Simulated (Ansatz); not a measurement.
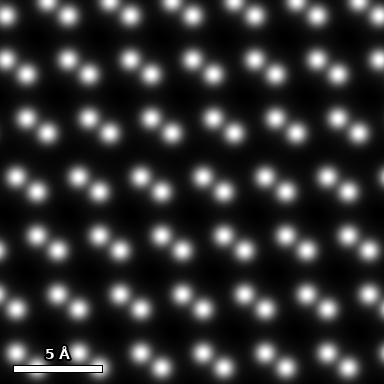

Dark-field STEM-like image of Ti (Fd-3m, No. 227) along [110]. The image is simulated as a sum over atoms of Z^1.6, blurred by a 0.83 Å probe (no channelling). The probe carries 25 % of its weight in a tail 2.5 times as wide. The display is stretched by a gamma of 0.8; percentages refer to the linear signal.

One planar defect was built into the perfect crystal by geometry alone, without relaxation. Host structure: the geometry relaxed with DFT, RPBE, plane waves (420 eV) with PAW, scalar-relativistic in Ansatz 0.2.0; the starting structure was generated, so it need not be a known form of this composition.

Q: Where does the periodic pattern break, and how?

A planar fault (a stacking fault) runs horizontally about 9 Å below the top edge. The part above it is shifted along the boundary by 1/2 of the 3.57 Å repeat of the rows (1.8 Å to the right, the same as to the left); both parts keep the same orientation.
